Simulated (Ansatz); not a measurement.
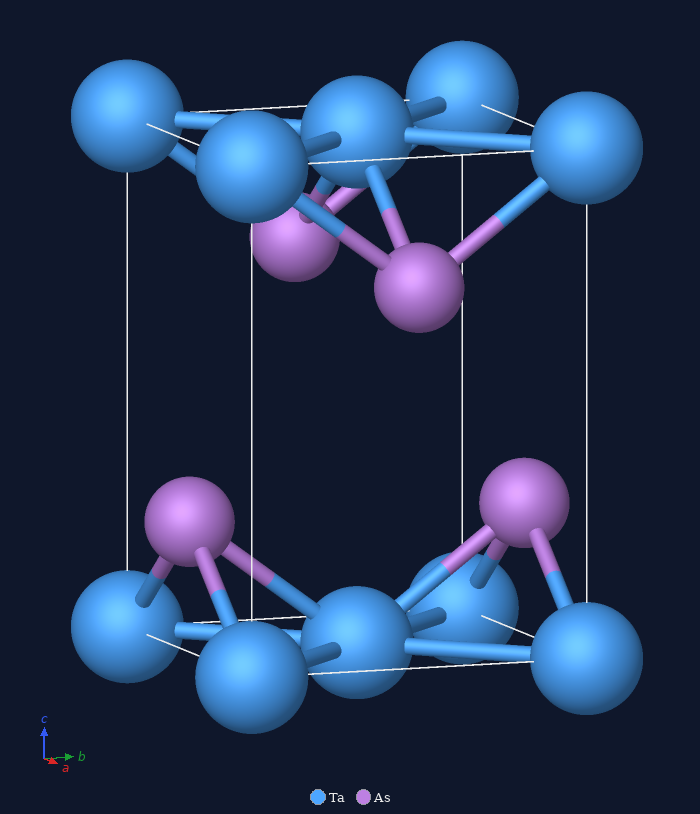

A ball-and-stick rendering, viewed slightly off an axis. The parallelepiped is the conventional unit cell. Cell: a = 4.18 Å, b = 4.18 Å, c = 6.05 Å, α = 90.00°, β = 90.00°, γ = 90.00°.

Provenance: a random cell made by a generator, so it need not be a real form of the compound. Earlier steps of the study, as a rule a relaxation of our own, may have changed the cell and positions, so they can lie some per cent off the listed ones. A calculation with Ansatz used it as input.

> What structure is drawn here?

Its composition is TaAs. The lattice is primitive tetragonal and the space group P4/nmm (No. 129). Atoms per cell: 4 (2 Ta, 2 As). Ta bonds to four Ta and four As (about 3.0 Å to Ta, 2.6 Å to As). Each As atom has four Ta at about 2.6 Å around it. The bonds build TaAs layers parallel to (001).

Calculation details: DFT PBE, scalar-relativistic, plane waves, PAW (Ansatz 0.2.0); a plane-wave cutoff of 420 eV, k-grid 12×12×8, Gaussian smearing of 0.1 eV, no spin polarisation.

> Predict the gap.

A metal: bands cross the Fermi level.

> Give the Bader charge of each element.

Ta +0.99 e; As -0.99 e.

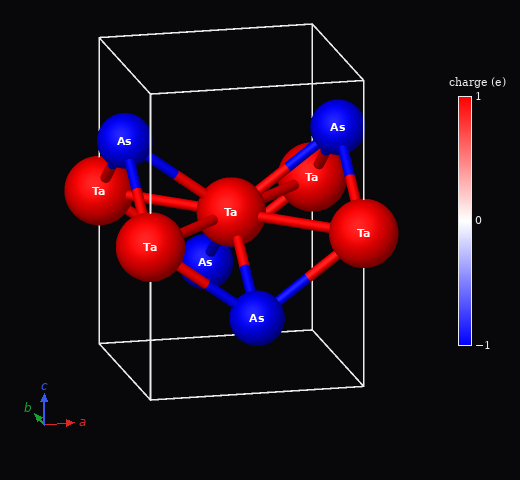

The atoms coloured by those charges. The run's cell of 4 atoms is drawn, so axes and origin can differ from the first picture.

> Can this geometry be taken as optimised?

Yes. All forces vanish to within 0.01 eV/Å. The pressure is 0.0 GPa, close to zero.
